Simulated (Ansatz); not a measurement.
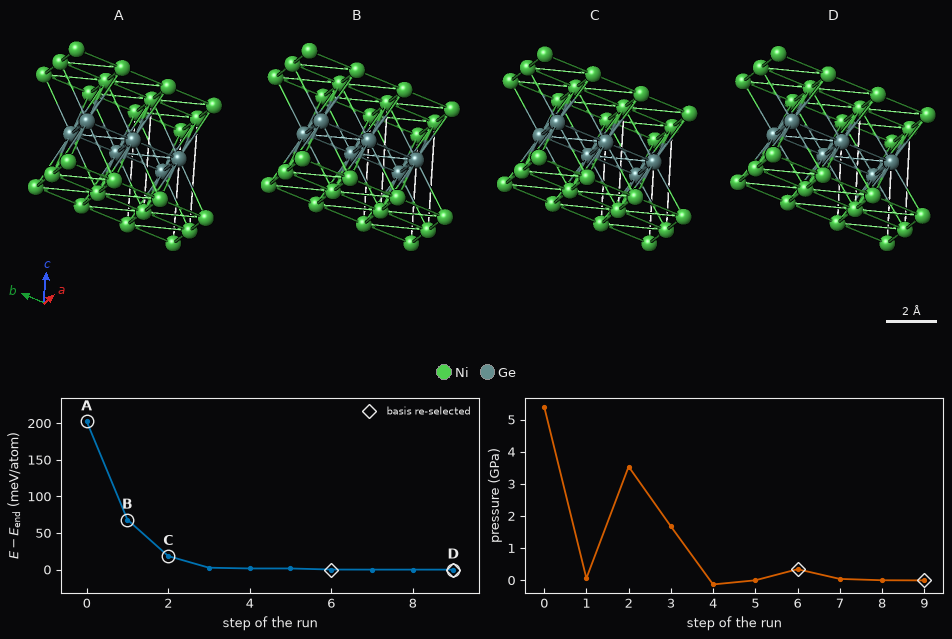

Frames of a relaxation of crystalline NiGe (built on the CuPt (L1_1) type), marked on the history of the run. The picture is a ball-and-stick view of the reduced cell, repeated 2 × 3 × 1 with one cell outlined, seen from a free direction. Lengths and directions refer to the drawn axes.

Level of theory: DFT PBE, scalar-relativistic, plane waves, PAW in Ansatz.

Input file:
```yaml
crystal:
  lattice:
    - [1.8648897864, 1.8648897864, 3.7297795728]
    - [1.8648897864, 3.7297795728, 1.8648897864]
    - [3.7297795728, 1.8648897864, 1.8648897864]
  atoms:
    - { symbol: Ni, position: [0.0, 0.0, 0.0] }
    - { symbol: Ge, position: [0.5, 0.5, 0.5] }
basis:
  ecutwfc: 420
kpoints:
  mp_grid: { grid: [18, 18, 18] }
hamiltonian:
  xc: pbe
scf:
  occupations: { method: gaussian, width: 0.1 }
output:
  forces: true
  stress: true
  eigenvalues: true
relax:
  adjacent_minimum: "off"
  f_tol: 0.01
  max_steps: 80
  cell: { stress_tol: 0.05 }
```

Run as
```bash
ansatz run input.yaml --threads 1 --pin off --max-ram 2560MiB --backend cpu --events-out ev --progress --plain --runs-dir out
```

> Describe the path.

The atoms keep their places relative to the cell (all moves are under 0.005 Å). The drawn cell changes as follows: a = b 2.637 → 2.863 Å (+8.6 %), c 4.568 → 4.124 Å (−9.7 %), α 73.2° → 69.7°, β 73.2° → 69.7°; the volume changes by +3.4 %. Some distances before and after: Ni1–Ni1 2.637 → 2.863 Å, Ge2–Ge2 2.637 → 2.863 Å, Ni1–Ge2 2.637 → 2.510 Å. The space group stays R-3m (No. 166). Over 7 accepted moves (9 points after the start) the energy falls by 202 meV per atom. All forces vanish by symmetry, so only the cell relaxes. The pressure goes from 5.40 to 0.00 GPa. At 2 points the geometry stayed and the basis and grid were re-selected for the new cell (energy shift of 1.5 meV per atom at most each time). The run took 2.7 min on 1 thread of Intel(R) Xeon(R) Processor @ 2.70GHz, on a shared host, peak memory 0.6 GiB. From step 0 to 1: volume +2.3 %, energy −134 meV per atom. From step 1 to 2: volume −2.4 %, energy −49.6 meV per atom. From step 2 to 9: volume +3.5 %, energy −18.6 meV per atom.
